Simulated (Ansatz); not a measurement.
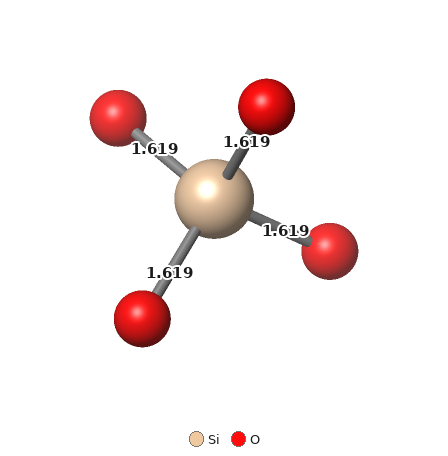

The surroundings of site Si1 (at 0.000, 0.000, 0.000) in SiO$_{2}$ (I-42d, No. 122), with bond lengths in Å.

Source of the atomic positions: the end point of a relaxation with DFT, PBEsol, plane waves, PAW in Ansatz 0.2.0.

```yaml
crystal:
  lattice:
    - [4.98658, 0.00000, 0.00000]
    - [0.00000, 4.98658, 0.00000]
    - [0.00000, 0.00000, 7.34011]
  atoms:
    - { symbol: Si, position: [0.00000, 0.00000, 0.00000] }
    - { symbol: Si, position: [0.00000, 0.50000, 0.25000] }
    - { symbol: O, position: [0.25000, 0.59543, 0.37500] }
    - { symbol: O, position: [0.09543, 0.25000, 0.12500] }
    - { symbol: O, position: [0.75000, 0.40457, 0.37500] }
    - { symbol: O, position: [0.90457, 0.75000, 0.12500] }
    - { symbol: Si, position: [0.50000, 0.50000, 0.50000] }
    - { symbol: Si, position: [0.50000, 0.00000, 0.75000] }
    - { symbol: O, position: [0.75000, 0.09543, 0.87500] }
    - { symbol: O, position: [0.59543, 0.75000, 0.62500] }
    - { symbol: O, position: [0.25000, 0.90457, 0.87500] }
    - { symbol: O, position: [0.40457, 0.25000, 0.62500] }
```

Bond valence s = exp((R0 − d)/b), R0 fitted to published crystal structures with b = 0.37 Å; R0 in Å: Si4+–O 1.620.

Calculate the bond-valence sum of Si1 from the bonds drawn.

4 × 1.003 = 4.01 v.u., against a formal valence of 4: a close match.

And over the whole structure?

```tsv
site	x, y, z	formal valence	bond-valence sum	difference
Si1	0.000, 0.000, 0.000	+4	4.04	0.04
O1	0.250, 0.595, 0.375	−2	2.02	0.02
```

These sums include all anions within 5 Å. The global instability index (root mean square of the differences over all atoms) is 0.03 v.u.: little strain.
